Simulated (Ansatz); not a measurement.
# AlNi: one change and its effect

System: AlNi (Pm-3m, 2 atoms in the cell).
Method of run 1: Kohn-Sham DFT of a periodic cell, PBEsol, all-electron LAPW, scalar-relativistic, spin-polarised (Ansatz 0.2.0).

The structure derives from an entry of the Crystallography Open Database. Text and figures count atoms from 1; the logs count them from 0 in places.

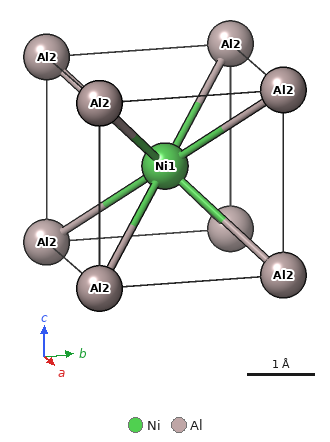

Figure 1. The starting structure (ball-and-stick view of the cell of the calculation, seen slightly off an axis; atoms are numbered from 1 in the order of the input). An atom can appear more than once, as a periodic image.

**The input, run 1**
```yaml
crystal:
  lattice:
    - [2.881, 0.0, 0.0]
    - [0.0, 2.881, 0.0]
    - [0.0, 0.0, 2.881]
  atoms:
    - { symbol: Ni, position: [0.5, 0.5, 0.5], spin: 1.0 }
    - { symbol: Al, position: [0.0, 0.0, 0.0] }
kpoints:
  mp_grid: { grid: [9, 9, 9] }
scf:
  occupations: { method: fermi_dirac, width: 0.05 }
hamiltonian:
  xc: pbesol
  pseudopotentials: { kind: all_electron, lapw: { basis_error: 0.001 } }
magnetization:
  spin_polarized: true
output:
  forces: true
  stress: true
relax:
  f_tol: 0.02
  max_steps: 60
  cell: {}
```

Command:
```bash
ansatz run input.yaml --threads 2 --pin off --max-ram 6144MiB --backend cpu --events-out ev --progress --plain --runs-dir out
```

Hardware: 2 threads of Arm Neoverse V2, 24 GiB of memory available, shared host.

**Output, shortened to warnings, some set-up lines, iterations and results (run 1)**
```
WARN: the starting moments were not kept: the SCF closed with an absolute magnetisation of 1.7e-7 μB, where they sum to 1 μB in size (1 site). That is at most 0.1 of that sum. Measured as dr2_m measures the in/out step, that magnetisation stands 3.2e-15 eV from none, at or under the dr2_threshold of 1.0e-7 eV: it is no larger than a step whose dr2_m would equal this threshold. The system may hold …
Basis set: ecut = 275.7501364942522 eV, 251 PW (Γ), exchange–correlation at level 2
Symmetry: 48 space group operations
k-points: 35 of 729
Initial density: superposition of atomic densities (chi_scale 0.1, normalization cell)
[...]
SCF iter   1: F=—  HF=-47943.909804 eV  |F-HF|=—  |Δ(HF+E_count)|=         —  Δρ=3.05e-2 (↑1.61e-2 ↓3.05e-2)  dr2=4.12e-1  dr2_m=7.23e-2  M=0.374 μB ∫|m|=0.493 μB  β_m=0.30  …
SCF iter   2: F=—  HF=-47943.966554 eV  |F-HF|=—  |Δ(HF+E_count)|=   5.67e-2  Δρ=2.16e-2 (↑1.29e-2 ↓2.16e-2)  dr2=1.87e-1  dr2_m=4.27e-2  M=0.340 μB ∫|m|=0.448 μB  β_m=0.56  …
SCF iter   3: F=—  HF=-47944.194962 eV  |F-HF|=—  |Δ(HF+E_count)|=         —  Δρ=2.12e-2 (↑8.46e-3 ↓2.12e-2)  dr2=1.32e-1  dr2_m=3.78e-2  M=0.065 μB ∫|m|=0.115 μB  β_m=0.56  …
SCF iter   4: F=—  HF=-47944.392885 eV  |F-HF|=—  |Δ(HF+E_count)|=   1.98e-1  Δρ=1.80e-2 (↑1.80e-2 ↓8.59e-3)  dr2=1.87e-1  dr2_m=8.73e-3  M=0.053 μB ∫|m|=0.091 μB  β_m=0.46  …
SCF iter   5: F=—  HF=-47944.075477 eV  |F-HF|=—  |Δ(HF+E_count)|=   3.17e-1  Δρ=9.69e-3 (↑3.75e-3 ↓9.69e-3)  dr2=2.53e-2  dr2_m=7.95e-3  M=0.036 μB ∫|m|=0.067 μB  β_m=0.51  …
[... 26 lines ...]
SCF iter   1: F=—  HF=-47944.045875 eV  |F-HF|=—  |Δ(HF+E_count)|=         —  Δρ=1.94e-7 (↑1.94e-7 ↓1.94e-7)  dr2=2.16e-11  dr2_m=2.61e-18  M=-0.000 μB ∫|m|=0.000 μB  …
SCF iter   2: F=—  HF=-47944.045875 eV  |F-HF|=—  |Δ(HF+E_count)|=  7.93e-10  Δρ=4.57e-8 (↑4.57e-8 ↓4.56e-8)  dr2=2.51e-12  dr2_m=4.35e-19  M=-0.000 μB ∫|m|=0.000 μB  …
SCF iter   3: F=-47944.045875 eV  HF=-47944.045875 eV  |F-HF|=1.02e-10  |Δ(HF+E_count)|=  1.09e-10  Δρ=1.79e-7 (↑1.79e-7 ↓1.79e-7)  dr2=3.18e-11  dr2_m=6.10e-19  M=-0.000 μB …
SCF 4 converged in 3 iterations: F = -47944.045875 eV  dr2 = 3.18e-11
relax step   4: F+E_penalty+E_count = -47944.04587456 eV  Δ(F+E_penalty+E_count) = -2.886e-7 eV  max|allowed force component| = 1.376e-31 eV/Å  Δτ_max = 0.0000 Å  P = +0.048 …
basis re-selected at this cell: Δ(F+E_penalty+E_count) = -2.886e-7 eV, ΔP = +0.000 GPa vs the last step (what re-selecting the basis moved, after the strain that the cell walked since its last selection, with what the two solves' SCF thresholds leave and, on support functions, any second-order …
SCF converged after 3 iterations
Magnetization: -0.0000 μB (14.5000 up, 14.5000 down)
Absolute magnetization: 0.0000 μB (∫|ρ↑−ρ↓|)
Spin contamination: 0.0000 ħ² per cell (⟨S²⟩ above its minimum at these occupations)
Per-site moments (μB) at R_I (Å): [(-2.7191227047751454e-10, 1.2990413779856778), (8.149303454274559e-11, 1.1044517511904324)]
Free energy (F): -47944.045875 eV
Harris-Foulkes:  -47944.045875 eV  (|F-HF|=1.02e-10)
Internal energy: -47944.039507 eV  (E = F + TS)
E sigma→0 (E₀):  -47944.042691 eV
Entropy (-TS):   -0.006368 eV (-3.184 meV/atom)
Fermi energy:    15.598932 eV
--- Per-component energies (eV) ---
  E_band       = -767.431335
  E_kinetic    = 48613.339240
  E_xc         = -2191.621635
  E_electrostatic = -94365.757112  (all electrons and nuclei)
  E_smearing   = -0.006368  (= −TS)
  E_closure    = 0.000000  (closes the sum)
  E_atoms      = -47930.834287  (free atoms, spherical and without spin; not in F)
  Σ components = -47944.045875   (vs F -47944.045875, Δ=0.00e0)
  Basis errors (estimates in eV, not in F): energy 2.8e-4 per atom: plane waves 2.7e-4 (1.4e-4 summed), levels above the bands 6.2e-45, relativity 4.0e-9, radial functions 1.4e-5, core shells 3.1e-11; eigenvalues (radial functions only) 8.6e-7; not estimated: angular momenta, meshes, grids; target …
--- Forces (eV/Å), atoms counted from 1 ---
  atom   1  Ni    -0.00000000     0.00000000     0.00000000
  atom   2  Al     0.00000000    -0.00000000    -0.00000000
  max |Σ_I F_I| component: 2.51e-31 eV/Å
--- Stress (GPa, compression-positive) ---
        0.047735      -0.000000       0.000000
       -0.000000       0.047735      -0.000000
        0.000000      -0.000000       0.047735
  P = ⅓ Tr σ = 0.0477 GPa (0.477 kbar)
--- Relaxed structure (3 steps of the walk, 3 accepted, 1 SCFs on fresh bases) ---
  F+E_penalty+E_count = -47944.04587456 eV   max|allowed force component| = 1.376e-31 eV/Å   (the final SCF, on the basis selected at the relaxed cell)
  cell:  # Å, volume = 23.4219 Å³
[...]
```

Run 2 used a changed input.

**The two runs side by side**

```tsv
quantity	run 1	run 2
outcome	converged	converged
free energy per atom (eV)	−23972.0229	−23972.2847
energy per atom, smearing taken to zero (eV)	−23972.0213	−23972.2832
net moment of the cell (μB)	0.00	0.00
absolute moment of the cell (μB)	0.00	0.00
pressure (GPa)	0.05	0.00
volume per atom (Å³)	11.71	11.50
largest force (eV/Å)	0.000	0.000
SCF iterations	28	34
irreducible k-points	35	35
wall time (shared host)	17 s	22 s
```

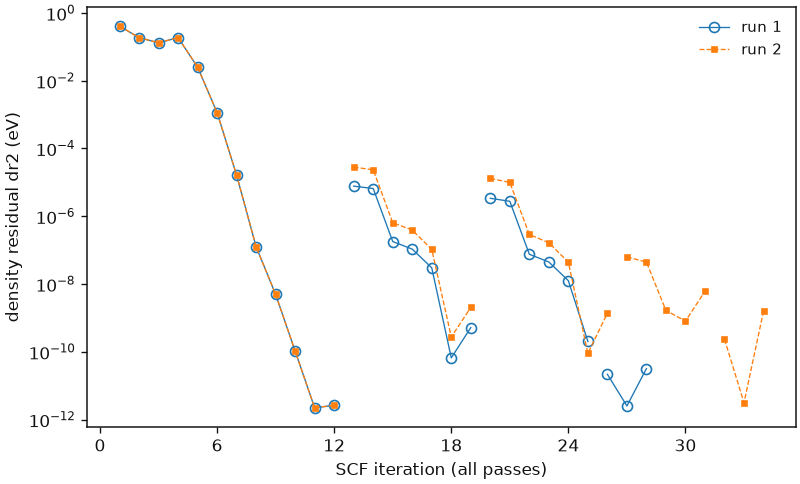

Figure 2. Convergence of the two runs: density residual dr2 against the SCF iteration. A break in a curve parts two SCF passes. Run 1 takes 28 iterations in all, and run 2 takes 34.

What was changed in the input?

The change (lines with − go, lines with + come):
```diff
+  dispersion: d4
```

The total energies belong to different models, so their difference says nothing on which is more stable or more accurate. The volume per atom goes from 11.71 to 11.50 Å³. The SCF takes 34 iterations over all geometry steps against 28.

**Output, shortened to warnings, some set-up lines, iterations and results (run 2)**
```
WARN: the starting moments were not kept: the SCF closed with an absolute magnetisation of 1.7e-7 μB, where they sum to 1 μB in size (1 site). That is at most 0.1 of that sum. Measured as dr2_m measures the in/out step, that magnetisation stands 3.2e-15 eV from none, at or under the dr2_threshold of 1.0e-7 eV: it is no larger than a step whose dr2_m would equal this threshold. The system may hold …
Basis set: ecut = 275.7501364942522 eV, 251 PW (Γ), exchange–correlation at level 2
Symmetry: 48 space group operations
k-points: 35 of 729
Initial density: superposition of atomic densities (chi_scale 0.1, normalization cell)
[...]
SCF iter   1: F=—  HF=-47944.419620 eV  |F-HF|=—  |Δ(HF+E_count)|=         —  Δρ=3.05e-2 (↑1.61e-2 ↓3.05e-2)  dr2=4.12e-1  dr2_m=7.23e-2  M=0.374 μB ∫|m|=0.493 μB  β_m=0.30  …
SCF iter   2: F=—  HF=-47944.476370 eV  |F-HF|=—  |Δ(HF+E_count)|=   5.67e-2  Δρ=2.16e-2 (↑1.29e-2 ↓2.16e-2)  dr2=1.87e-1  dr2_m=4.27e-2  M=0.340 μB ∫|m|=0.448 μB  β_m=0.56  …
SCF iter   3: F=—  HF=-47944.704778 eV  |F-HF|=—  |Δ(HF+E_count)|=         —  Δρ=2.12e-2 (↑8.46e-3 ↓2.12e-2)  dr2=1.32e-1  dr2_m=3.78e-2  M=0.065 μB ∫|m|=0.115 μB  β_m=0.56  …
SCF iter   4: F=—  HF=-47944.902702 eV  |F-HF|=—  |Δ(HF+E_count)|=   1.98e-1  Δρ=1.80e-2 (↑1.80e-2 ↓8.59e-3)  dr2=1.87e-1  dr2_m=8.73e-3  M=0.053 μB ∫|m|=0.091 μB  β_m=0.46  …
SCF iter   5: F=—  HF=-47944.585293 eV  |F-HF|=—  |Δ(HF+E_count)|=   3.17e-1  Δρ=9.69e-3 (↑3.75e-3 ↓9.69e-3)  dr2=2.53e-2  dr2_m=7.95e-3  M=0.036 μB ∫|m|=0.067 μB  β_m=0.51  …
[... 34 lines ...]
SCF iter   1: F=—  HF=-47944.569481 eV  |F-HF|=—  |Δ(HF+E_count)|=         —  Δρ=4.73e-7 (↑4.73e-7 ↓4.73e-7)  dr2=2.34e-10  dr2_m=4.35e-20  M=0.000 μB ∫|m|=0.000 μB  β_m=0.65 …
SCF iter   2: F=—  HF=-47944.569481 eV  |F-HF|=—  |Δ(HF+E_count)|=   5.65e-9  Δρ=6.61e-8 (↑6.61e-8 ↓6.61e-8)  dr2=3.12e-12  dr2_m=1.12e-20  M=0.000 μB ∫|m|=0.000 μB  β_m=0.38 …
SCF iter   3: F=-47944.569481 eV  HF=-47944.569481 eV  |F-HF|=9.95e-9  |Δ(HF+E_count)|=   2.47e-9  Δρ=1.16e-6 (↑1.16e-6 ↓1.16e-6)  dr2=1.57e-9  dr2_m=1.33e-20  M=0.000 μB …
SCF 5 converged in 3 iterations: F = -47944.569481 eV  dr2 = 1.57e-9
relax step   5: F+E_penalty+E_count = -47944.56948084 eV  Δ(F+E_penalty+E_count) = -5.816e-7 eV  max|allowed force component| = 2.075e-31 eV/Å  Δτ_max = 0.0000 Å  P = -0.005 …
basis re-selected at this cell: Δ(F+E_penalty+E_count) = -5.816e-7 eV, ΔP = -0.000 GPa vs the last step (what re-selecting the basis moved, after the strain that the cell walked since its last selection, with what the two solves' SCF thresholds leave and, on support functions, any second-order …
SCF converged after 3 iterations
Magnetization: 0.0000 μB (14.5000 up, 14.5000 down)
Absolute magnetization: 0.0000 μB (∫|ρ↑−ρ↓|)
Spin contamination: 0.0000 ħ² per cell (⟨S²⟩ above its minimum at these occupations)
Per-site moments (μB) at R_I (Å): [(-1.3500311979441904e-13, 1.2912352577335715), (-3.0748736890018336e-12, 1.0978149470604435)]
Free energy (F): -47944.569481 eV
Harris-Foulkes:  -47944.569481 eV  (|F-HF|=9.95e-9)
Internal energy: -47944.563281 eV  (E = F + TS)
E sigma→0 (E₀):  -47944.566381 eV
Entropy (-TS):   -0.006200 eV (-3.100 meV/atom)
Fermi energy:    15.947102 eV
--- Per-component energies (eV) ---
  E_band       = -758.375381
  E_kinetic    = 48614.730704
  E_xc         = -2191.976912
  E_electrostatic = -94366.789138  (all electrons and nuclei)
  E_disp       = -0.527935  (pairwise vdW)
  E_smearing   = -0.006200  (= −TS)
  E_closure    = 0.000000  (closes the sum)
  E_atoms      = -47930.834287  (free atoms, spherical and without spin; not in F)
  Σ components = -47944.569481   (vs F -47944.569481, Δ=0.00e0)
  Basis errors (estimates in eV, not in F): energy 2.9e-4 per atom: plane waves 2.7e-4 (1.5e-4 summed), levels above the bands 1.5e-45, relativity 3.9e-9, radial functions 1.4e-5, core shells 3.8e-11; eigenvalues (radial functions only) 8.8e-7; not estimated: angular momenta, meshes, grids; target …
--- Forces (eV/Å), atoms counted from 1 ---
  atom   1  Ni    -0.00000000     0.00000000     0.00000000
  atom   2  Al    -0.00000000     0.00000000    -0.00000000
  max |Σ_I F_I| component: 4.40e-31 eV/Å
--- Stress (GPa, compression-positive) ---
       -0.004919       0.000000      -0.000000
        0.000000      -0.004919      -0.000000
       -0.000000      -0.000000      -0.004919
  P = ⅓ Tr σ = -0.0049 GPa (-0.049 kbar)
--- Relaxed structure (4 steps of the walk, 4 accepted, 1 SCFs on fresh bases) ---
  F+E_penalty+E_count = -47944.56948084 eV   max|allowed force component| = 2.075e-31 eV/Å   (the final SCF, on the basis selected at the relaxed cell)
  cell:  # Å, volume = 23.0022 Å³
[...]
```

For both runs: Warnings: some starting moments were not kept.
